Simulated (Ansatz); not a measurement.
Geometry relaxation of PtSe$_{2}$

System: PtSe$_{2}$ (P-3m1, 3 atoms in the cell).
Method: DFT, PBE, dispersion d3bj, plane waves, PAW, no spin polarisation (Ansatz 0.2.0).

The structure derives from an entry of the Crystallography Open Database.

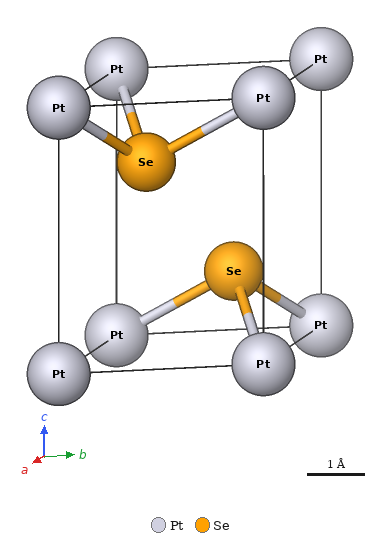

Figure 1. The structure as given in the input (ball-and-stick view of the cell of the calculation, seen slightly off an axis). Near neighbours in the crystal (not all of them lie inside the picture): Pt has 6 Se at 2.53 Å; Se has 3 Pt at 2.53 Å.

**Results in brief**

```csv
quantity,value
outcome,converged
space group (tolerance 0.01 Å),P-3m1 (164)
electrons treated,50
free energy,−23463.7619 eV
Fermi energy,13.542 eV
gap on the k-point mesh,none (metallic)
pressure,0.00 GPa
final volume,59.58 Å³
largest force (length of the vector) at the end,under 0.001 eV/Å
final cell,"a = 3.769 Å, b = 3.769 Å, c = 4.843 Å, α = 90.00°, β = 90.00°, γ = 120.00°"
hardware,"1 thread of Arm Neoverse V2, 24 GiB of memory available, shared host"
wall time,8.6 s
peak memory,0.36 GiB
```

Settings chosen away from the usual ones: cell and atoms relaxed tightly for response. These settings are looser than, or depart from, a standard set-up, so the numbers are not reference values for this system. Results for this metal are sensitive to the k-point mesh. Spin–orbit coupling is left out, which matters for Pt.

**Input file**
```yaml
crystal:
  lattice:
    - [3.7677912855, 0.0, 0.0]
    - [-1.8838956428, 3.2630029694, 0.0]
    - [0.0, 0.0, 4.8441114761]
  atoms:
    - { symbol: Pt, position: [0.0, 0.0, 0.0] }
    - { symbol: Se, position: [0.3333333333, 0.6666666667, 0.2650448418] }
    - { symbol: Se, position: [0.6666666667, 0.3333333333, 0.7349551582] }
basis:
  ecutwfc: 420
kpoints:
  mp_grid: { grid: [6, 6, 4] }
hamiltonian:
  xc: pbe
  dispersion: d3bj
scf:
  occupations: { method: fermi_dirac, width: 0.15 }
output:
  forces: true
  stress: true
  eigenvalues: true
  write_density: true
  write_potential: true
  elf: true
  volumetric_format: npy
relax:
  adjacent_minimum: "off"
  f_tol: 0.001
  max_steps: 60
  cell: { stress_tol: 0.01 }
```

Run as:
```bash
ansatz run input.yaml --threads 1 --pin off --max-ram 2560MiB --backend cpu --events-out ev --progress --plain --runs-dir out
```

**Output**
```
band count auto-derived: 31 (N_el = 50.0; filled up to band 25; 30 by the electrons, moments and atoms)
Engine: ansatz 0.2.0, aarch64-unknown-linux-gnu
Pseudopotentials: kind: paw
Pseudopotential: Pt, paw, valence charge 18, recommended cutoff 420 eV (normal), Pt.paw.azcp
Pseudopotential: Se, paw, valence charge 16, recommended cutoff 420 eV (normal), Se.paw.azcp
Functional definition: PBE
  parameter kappa = 0.804
  parameter beta = 0.06672455060314922
  exchange = pbe_x(kappa = kappa, mu = beta*pi^2/3)
  correlation = pbe_c(beta = beta)
Crystal: 3 atoms, lattice volume = 59.555 Å³
Basis set: ecut = 420 eV, 1169 PW (Γ), exchange–correlation on 54×54×72 points (8 copies of the dense FFT grid, shifted against one another)
Bands: 31, of which v1, the nominal top of the filled ones, is band 25 counted from 1 (24 counted from 0)
Symmetry: 12 space group operations
Space group: P-3m1 (ITA 164), of the structure as read, at distance tolerance 3.9e-5 Å
k-points: 24 of 144
Non-local potential: Pt, projectors of the file, l = 0: 3, l = 1: 2, l = 2: 2, l = 3: 1
Non-local potential: Se, projectors of the file, l = 0: 2, l = 1: 2, l = 2: 3, l = 3: 1
PAW form: soft (Blöchl's): semilocal exchange-correlation on the pseudo side does not see the compensation charge
PAW one-centre angular grid: Pt, 590 points (default); XC on 64 Gauss nodes
PAW one-centre angular grid: Se, 590 points (default); XC on 64 Gauss nodes
Initial density: superposition of atomic densities (neutral atoms: chi_scale 0, normalization atom), corrected by the library's trained network
Initial wavefunctions: pseudopotential atomic-orbital guess
Functional: x = pbe(κ = 0.804, μ = 0.2195149727645171), c = pbe(β = 0.06672455060314922)
SCF iter   1: F=—  HF=-23463.759971 eV  |F-HF|=—  |Δ(HF+E_count)|=         —  Δρ=2.16e-3  dr2=1.89e-3  ethr=1.77e-3  ⟨swp⟩=5.2  Hψ=2832  notcnv=0
preconditioner: auto → LDOS  [metal: Δε(μ)=0.335 eV  Ē_g=10.764 eV  σ=0.150 eV  W_gap=0.44  n_scr=22 (ndim 8)  ℏωp=22.6 eV  f_vac=0.023  D(μ)=0.71/eV (n_scr^D=2)  β→1.0]
SCF iter   2: F=—  HF=-23463.762056 eV  |F-HF|=—  |Δ(HF+E_count)|=   2.09e-3  Δρ=9.59e-4  dr2=7.15e-4  ethr=3.78e-6  ⟨swp⟩=2.4  Hψ=1557  notcnv=0
SCF iter   3: F=—  HF=-23463.761891 eV  |F-HF|=—  |Δ(HF+E_count)|=   1.65e-4  Δρ=2.20e-4  dr2=2.68e-5  ethr=1.43e-6  ⟨swp⟩=2.0  Hψ=962  notcnv=0
SCF iter   4: F=—  HF=-23463.761881 eV  |F-HF|=—  |Δ(HF+E_count)|=   1.02e-5  Δρ=3.96e-5  dr2=1.08e-6  ethr=5.36e-8  ⟨swp⟩=2.0  Hψ=1325  notcnv=0
SCF iter   5: F=—  HF=-23463.761881 eV  |F-HF|=—  |Δ(HF+E_count)|=   5.19e-7  Δρ=1.45e-5  dr2=2.17e-7  ethr=2.16e-9  ⟨swp⟩=2.0  Hψ=1009  notcnv=0
SCF iter   6: F=-23463.761881 eV  HF=-23463.761881 eV  |F-HF|=5.42e-10  |Δ(HF+E_count)|=   1.00e-8  Δρ=3.00e-6  dr2=5.37e-9  ethr=2.00e-10  ⟨swp⟩=7.9  Hψ=4449  notcnv=0
SCF 1 converged in 6 iterations: F = -23463.761881 eV  dr2 = 5.37e-9
  greatest PAW one-centre occupation: 1.000 electrons in one spin orbital (limit 2), on the Pt atom at site 0 (counted from 0), in its partial waves of l = 0
relax step   1: F+E_penalty+E_count = -23463.76188116 eV  Δ(F+E_penalty+E_count) = +0.000e0 eV  max|allowed force component| = 3.841e-3 eV/Å  Δτ_max = 0.0000 Å  P = +0.070 GPa  Ω = 59.555 Å³  (6 SCF iters, dr2 threshold 1.00e-7 eV, accepted)
Crystal: 3 atoms, lattice volume = 59.621 Å³
Initial density: handed on by an earlier stage of this run
Initial wavefunctions: those handed on with the density
iter 1 solved again at ethr=5.71e-9 eV; its pass at ethr=3.10e-3 eV (dr2=2.85e-6 eV) is discarded
SCF iter   1: F=—  HF=-23463.761883 eV  |F-HF|=—  |Δ(HF+E_count)|=         —  Δρ=9.40e-5  dr2=3.87e-6  ethr=5.71e-9  ⟨swp⟩=3.0  Hψ=3492  notcnv=0
preconditioner: auto → LDOS  [metal: Δε(μ)=0.334 eV  Ē_g=10.758 eV  σ=0.150 eV  W_gap=0.44  n_scr=22 (ndim 8)  ℏωp=22.6 eV  f_vac=0.022  D(μ)=0.72/eV (n_scr^D=2)  β→1.0]
SCF iter   2: F=—  HF=-23463.761870 eV  |F-HF|=—  |Δ(HF+E_count)|=   1.25e-5  Δρ=4.23e-5  dr2=1.67e-6  ethr=5.71e-9  ⟨swp⟩=2.0  Hψ=1332  notcnv=0
SCF iter   3: F=—  HF=-23463.761870 eV  |F-HF|=—  |Δ(HF+E_count)|=   5.30e-7  Δρ=9.66e-6  dr2=9.93e-8  ethr=3.34e-9  ⟨swp⟩=3.0  Hψ=1475  notcnv=0
SCF iter   4: F=-23463.761870 eV  HF=-23463.761870 eV  |F-HF|=1.90e-9  |Δ(HF+E_count)|=   2.65e-8  Δρ=2.26e-6  dr2=3.54e-9  ethr=3.97e-11  ⟨swp⟩=7.6  Hψ=4289  notcnv=0
SCF 2 converged in 4 iterations: F = -23463.761870 eV  dr2 = 3.54e-9
relax step   2: F+E_penalty+E_count = -23463.76186954 eV  Δ(F+E_penalty+E_count) = +1.162e-5 eV  max|allowed force component| = 5.859e-4 eV/Å  Δτ_max = 0.0006 Å  P = -0.055 GPa  Ω = 59.621 Å³  energy of the carried Pulay correction = -1.366e-5 eV  (4 SCF iters, dr2 threshold 1.99e-8 eV, accepted)
Crystal: 3 atoms, lattice volume = 59.583 Å³
iter 1 solved again at ethr=2.07e-9 eV; its pass at ethr=3.10e-3 eV (dr2=1.03e-6 eV) is discarded
SCF iter   1: F=—  HF=-23463.761898 eV  |F-HF|=—  |Δ(HF+E_count)|=         —  Δρ=5.11e-5  dr2=1.05e-6  ethr=2.07e-9  ⟨swp⟩=2.1  Hψ=3281  notcnv=0
preconditioner: auto → LDOS  [metal: Δε(μ)=0.332 eV  Ē_g=10.761 eV  σ=0.150 eV  W_gap=0.44  n_scr=22 (ndim 8)  ℏωp=22.6 eV  f_vac=0.021  D(μ)=0.72/eV (n_scr^D=2)  β→1.0]
SCF iter   2: F=—  HF=-23463.761885 eV  |F-HF|=—  |Δ(HF+E_count)|=   1.24e-5  Δρ=2.71e-5  dr2=9.55e-7  ethr=2.07e-9  ⟨swp⟩=2.0  Hψ=1297  notcnv=0
SCF iter   3: F=—  HF=-23463.761885 eV  |F-HF|=—  |Δ(HF+E_count)|=   3.04e-7  Δρ=4.61e-6  dr2=2.00e-8  ethr=1.91e-9  ⟨swp⟩=2.0  Hψ=978  notcnv=0
SCF iter   4: F=-23463.761885 eV  HF=-23463.761885 eV  |F-HF|=1.09e-11  |Δ(HF+E_count)|=   3.00e-9  Δρ=9.09e-7  dr2=3.92e-10  ethr=2.24e-11  ⟨swp⟩=6.9  Hψ=3804  notcnv=0
SCF 3 converged in 4 iterations: F = -23463.761885 eV  dr2 = 3.92e-10
relax step   3: F+E_penalty+E_count = -23463.76188495 eV  Δ(F+E_penalty+E_count) = -1.541e-5 eV  max|allowed force component| = 3.348e-4 eV/Å  Δτ_max = 0.0006 Å  P = -0.002 GPa  Ω = 59.583 Å³  energy of the carried Pulay correction = -5.707e-6 eV  (4 SCF iters, dr2 threshold 1.12e-8 eV, accepted)
Initial wavefunctions: pseudopotential atomic-orbital guess (no wavefunctions were taken with the density)
iter 1 solved again at ethr=9.77e-8 eV; its pass at ethr=3.10e-3 eV (dr2=4.89e-5 eV) is discarded
SCF iter   1: F=—  HF=-23463.761905 eV  |F-HF|=—  |Δ(HF+E_count)|=         —  Δρ=1.37e-6  dr2=6.21e-10  ethr=9.77e-8  ⟨swp⟩=3.0  Hψ=4588  notcnv=0
eigensolver tolerance schedule: the retry pair's looser diagonalisation over-reported the residual by 78662.48 of it (diagonalisation noise at an unbounded share of the residual, at the tolerance the schedule requests for it); recorded, not acted on — ethr = c·dr2/N_el stays at c = 1.0e-1
SCF iter   2: F=—  HF=-23463.761890 eV  |F-HF|=—  |Δ(HF+E_count)|=   1.57e-5  Δρ=9.32e-7  dr2=5.89e-10  ethr=1.24e-12  ⟨swp⟩=3.4  Hψ=1958  notcnv=0
SCF iter   3: F=—  HF=-23463.761890 eV  |F-HF|=—  |Δ(HF+E_count)|=  1.89e-10  Δρ=2.20e-7  dr2=2.62e-11  ethr=1.18e-12  ⟨swp⟩=2.0  Hψ=1321  notcnv=0
SCF iter   4: F=—  HF=-23463.761890 eV  |F-HF|=—  |Δ(HF+E_count)|=    0.00e0  Δρ=5.44e-8  dr2=1.94e-12  ethr=1.00e-12  ⟨swp⟩=1.0  Hψ=744  notcnv=0
SCF iter   5: F=-23463.761890 eV  HF=-23463.761890 eV  |F-HF|=7.28e-12  |Δ(HF+E_count)|=  1.46e-11  Δρ=1.57e-8  dr2=3.63e-13  ethr=1.00e-12  ⟨swp⟩=5.0  Hψ=2789  notcnv=0
SCF 4 converged in 5 iterations: F = -23463.761890 eV  dr2 = 3.63e-13
relax step   4: F+E_penalty+E_count = -23463.76188971 eV  Δ(F+E_penalty+E_count) = -4.763e-6 eV  max|allowed force component| = 3.322e-4 eV/Å  Δτ_max = 0.0000 Å  P = -0.002 GPa  Ω = 59.583 Å³  stress off target by 5.11e-3 GPa  SCF on the basis re-selected at this cell (its energy is not comparable with the rows above)  (5 SCF iters)
```

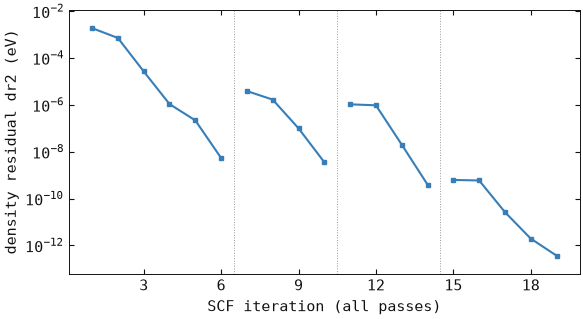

Figure 2. Convergence of the self-consistent field: density residual dr2 against the SCF iteration. The dotted lines part the SCF passes of the relaxation: geometry steps, rejected trials and re-solves on a re-selected basis. The passes take 6, 4, 4 and 5 iterations.

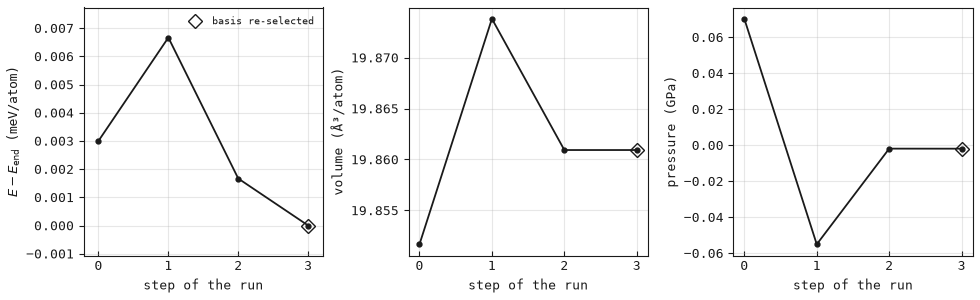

Figure 3. Progress of the relaxation, step by step (the first geometry is step 0 here and step 1 in the log). No atom moves by more than 0.005 Å relative to the cell. The space group stays P-3m1 (No. 164). After 2 geometry steps the energy has fallen by next to nothing (0.0 meV per atom). The largest force component goes from 0.0038 to 0.00033 eV/Å. The pressure goes from 0.07 to 0.00 GPa. A last SCF at the same geometry on a re-selected plane-wave basis shifts the energy by next to nothing (0.0 meV per atom).

```
basis re-selected at this cell: Δ(F+E_penalty+E_count) = -4.763e-6 eV, ΔP = -0.000 GPa vs the last step (what re-selecting the basis moved, of the pressure what is left beyond the Pulay correction that the steps carried, after the strain that the cell walked since its last selection, with what the two solves' SCF thresholds leave and, on support functions, any second-order correction that the steps lacked; it is no measure of the basis error at this ecutwfc). This SCF's stress stands 5.11e-3 GPa from its target on what of the cell is left free (relax.cell.stress_tol is 1.00e-2 GPa) and its largest allowed force component is 3.32e-4 eV/Å (relax.f_tol is 1.00e-3 eV/Å): within both
SCF converged after 5 iterations
Free energy (F): -23463.761890 eV
Harris-Foulkes:  -23463.761890 eV  (|F-HF|=7.28e-12)
Internal energy: -23463.705158 eV  (E = F + TS)
E sigma→0 (E₀):  -23463.733524 eV
Entropy (-TS):   -0.056732 eV (-18.911 meV/atom)
Fermi energy:    13.541699 eV
--- Per-component energies (eV) ---
  E_band       = -939.104979
  E_kinetic    = 874.564615
  E_local      = -6491.664736  (includes V_loc(G=0)·N_el)
  E_nonlocal   = -989.842347
  E_hartree    = 3010.872230
  E_xc         = -470.667043
  E_vxc        = -499.932654  (∫ρ·V_xc dr)
  E_paw        = -13278.264765  (= ΣΔE_a)
  E_vpaw       = 146.026689  (= ΣTr[D̂ρ^β])
  E_aug_tail   = -0.000998  (compensation charges beyond the density's cutoff)
  E_ewald      = -6117.236259
  E_disp       = -1.465855  (pairwise vdW)
  E_smearing   = -0.056732  (= −TS)
  E_closure    = -0.000000  (closes the sum)
  Σ components = -23463.761890   (vs F -23463.761890, Δ=0.00e0)
--- Forces (eV/Å), atoms counted from 1 ---
  atom   1  Pt    -0.00000000     0.00000000     0.00000000
  atom   2  Se     0.00000000     0.00000000    -0.00033225
  atom   3  Se    -0.00000000     0.00000000     0.00033225
  max |Σ_I F_I| component: 3.47e-18 eV/Å
--- Stress (GPa, compression-positive) ---
       -0.000348       0.000000       0.000000
        0.000000      -0.000348       0.000000
        0.000000       0.000000      -0.005112
  P = ⅓ Tr σ = -0.0019 GPa (-0.019 kbar)
--- Band table (eV; the first three rows and the last of 24) ---
  k-point 0: bands = ["-85.7186", "-39.9670", "-39.9670", "-39.8782", "-34.9556", "-34.9556", "-34.9529", "-34.9529", "-34.9480", "-34.9480", "-34.9428", "-34.9428", "-34.9421", "-34.9415", "-2.0571", "1.0043", "6.4823", "7.3917", "7.3917", "9.8246", "9.8246", "11.1276", "12.5907", "12.5907", "14.3490", "14.6857", "14.6857", "16.9828", "17.7060", "20.8999", "20.8999"]
  k-point 1: bands = ["-85.7186", "-39.9670", "-39.9670", "-39.8782", "-34.9551", "-34.9551", "-34.9532", "-34.9532", "-34.9473", "-34.9473", "-34.9437", "-34.9437", "-34.9423", "-34.9413", "-1.7613", "0.3378", "7.3887", "7.4404", "7.4404", "9.7955", "9.7955", "11.0693", "12.2032", "12.2032", "12.9710", "15.3027", "15.3027", "17.6051", "19.0140", "20.6391", "20.6391"]
  k-point 2: bands = ["-85.7186", "-39.9669", "-39.9669", "-39.8783", "-34.9545", "-34.9545", "-34.9535", "-34.9535", "-34.9458", "-34.9458", "-34.9454", "-34.9454", "-34.9424", "-34.9411", "-1.1351", "-0.5915", "7.4910", "7.4910", "8.5934", "9.7719", "9.7719", "10.6873", "11.8885", "11.8960", "11.8960", "15.9189", "15.9189", "18.5824", "20.1184", "20.2176", "20.2176"]
  k-point 23: bands = ["-85.7185", "-39.9730", "-39.9730", "-39.8776", "-34.9541", "-34.9541", "-34.9538", "-34.9537", "-34.9466", "-34.9459", "-34.9459", "-34.9454", "-34.9410", "-34.9410", "0.0161", "0.0161", "7.2024", "7.2024", "7.6499", "9.1855", "9.3178", "9.3178", "10.1678", "11.1345", "11.1345", "15.9107", "15.9107", "20.1748", "21.2002", "21.2002", "21.2226"]
--- Relaxed structure (3 steps of the walk, 3 accepted, 1 SCFs on fresh bases) ---
  F+E_penalty+E_count = -23463.76188971 eV   max|allowed force component| = 3.322e-4 eV/Å   (the final SCF, on the basis selected at the relaxed cell)
  cell:  # Å, volume = 59.5828 Å³
    - [3.7689941010607617, 2.887675725921856e-11, 3.5420121785271385e-20]
    - [-1.8844970505553889, 3.264044638217875, -1.5857625679598403e-31]
    - [4.5538355344811706e-20, 2.6291581717005134e-20, 4.84327550066307]
  atoms:
    - { symbol: Pt, position: [3.9667852348161696e-35, -3.509385037769025e-46, -7.460619474694644e-21] }
    - { symbol: Se, position: [0.33333333333333326, 0.6666666666666666, 0.26504317224328866] }
    - { symbol: Se, position: [0.6666666666666667, 0.33333333333333337, 0.7349568277567112] }
```

**Trajectory as extended XYZ (Å, eV, eV/Å), 4 frames, from step=1 to step=4**
```
3
Lattice="3.7678 0.0000 0.0000 -1.8839 3.2630 0.0000 0.0000 0.0000 4.8441" Properties=species:S:1:pos:R:3:forces:R:3 step=1 energy=-23463.76188 pressure_GPa=0.07
Pt    0.0000    0.0000    0.0000    0.0000   0.0000   0.0000
Se    0.0000    2.1753    1.2839    0.0000   0.0000   0.0038
Se    1.8839    1.0877    3.5602    0.0000   0.0000  -0.0038
3
Lattice="3.7699 0.0000 0.0000 -1.8850 3.2649 0.0000 0.0000 0.0000 4.8440" Properties=species:S:1:pos:R:3:forces:R:3 step=2 energy=-23463.76187 pressure_GPa=-0.06
Pt    0.0000    0.0000    0.0000    0.0000   0.0000   0.0000
Se    0.0000    2.1766    1.2833    0.0000   0.0000   0.0006
Se    1.8850    1.0883    3.5607    0.0000   0.0000  -0.0006
3
Lattice="3.7690 0.0000 0.0000 -1.8845 3.2640 0.0000 0.0000 0.0000 4.8433" Properties=species:S:1:pos:R:3:forces:R:3 step=3 energy=-23463.76188 pressure_GPa=-0.00
Pt    0.0000    0.0000    0.0000    0.0000   0.0000   0.0000
Se    0.0000    2.1760    1.2837    0.0000   0.0000  -0.0003
Se    1.8845    1.0880    3.5596    0.0000   0.0000   0.0003
3
Lattice="3.7690 0.0000 0.0000 -1.8845 3.2640 0.0000 0.0000 0.0000 4.8433" Properties=species:S:1:pos:R:3:forces:R:3 step=4 energy=-23463.76189 pressure_GPa=-0.00
Pt    0.0000    0.0000    0.0000    0.0000   0.0000   0.0000
Se    0.0000    2.1760    1.2837    0.0000   0.0000  -0.0003
Se    1.8845    1.0880    3.5596    0.0000   0.0000   0.0003
```
